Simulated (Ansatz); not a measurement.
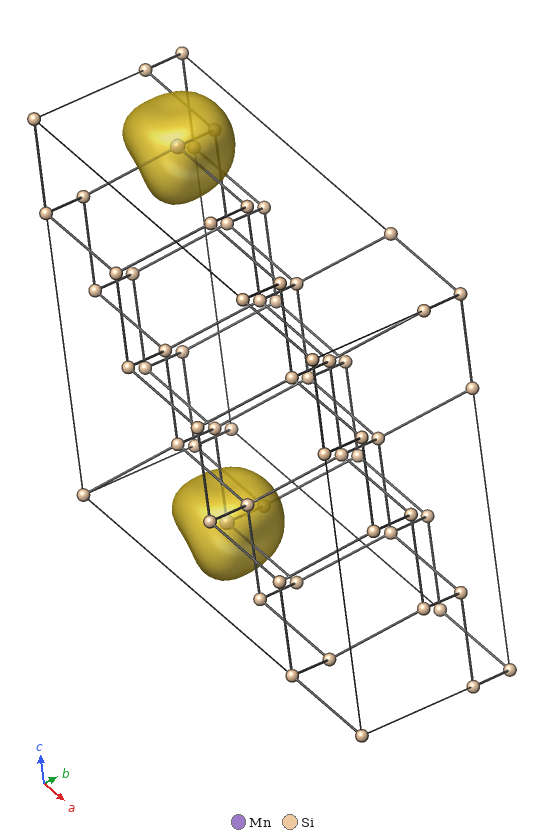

*MnSi$_{31}$ (cell charge −1, with a compensating background) (cell with a defect). Isosurface of the spin density at +0.06 e/Å³ (yellow), seen slightly off an axis. Sticks mark near contacts.*

Spin-polarised.

Theory: DFT PBEsol, scalar-relativistic, plane waves, PAW (Ansatz 0.2.0).

Core electrons are frozen (PAW), and the valence fields are smoothed inside the atomic spheres.

```xyz
32
Lattice="-5.4338 5.4338 5.4338 5.4338 -5.4338 5.4338 5.4338 5.4338 -5.4338" Properties=species:S:1:pos:R:3 pbc="T T T"
Mn    1.3585   -1.3585    4.0754
Si    6.8053    1.3569    1.3600
Si    1.3585    4.0754   -1.3585
Si   -1.3600    1.3600    4.0884
Si    1.3714    1.3600    1.3569
Si    4.0738    4.0884    1.3600
Si    4.0769    1.3600    4.0624
Si   -4.0754    4.0754    4.0754
Si   -1.3569    4.0624    1.3600
Si    1.3454    6.7908    1.3569
Si    1.3585    4.0754    4.0754
Si    4.0770   -4.0770    4.0884
Si    1.3455    1.3600    6.7938
Si    4.0739    4.0623    6.7908
Si   -1.3600    6.7908    4.0623
Si    4.0770   -1.3455    1.3569
Si    5.4342    2.7172   -2.7166
Si    0.0061    5.4373    5.4277
Si    5.4304   -2.7109    2.7229
Si    2.7204    5.4277   -2.7108
Si   -5.4277    5.4277    5.4373
Si    2.7204    2.7230   -0.0061
Si    2.7166   -0.0003    2.7172
Si    5.4399    2.7229    2.7135
Si    2.7166   -2.7166    5.4335
Si    5.4303   -0.0060    5.4278
Si    0.0060    2.7135    2.7229
Si    2.7108    5.4373    2.7230
Si    0.0003   -0.0003    5.4335
Si    2.7109    2.7134    5.4278
Si    2.7109   -0.0060    8.1472
Si   -2.7230    2.7230    5.4373
```

**Describe the spin distribution.**

The spin density sits on Mn: +3.0 μB in one cell of 32 atoms: a single local moment. The cell of the calculation (32 atoms) carries 3.9 μB of net spin moment.
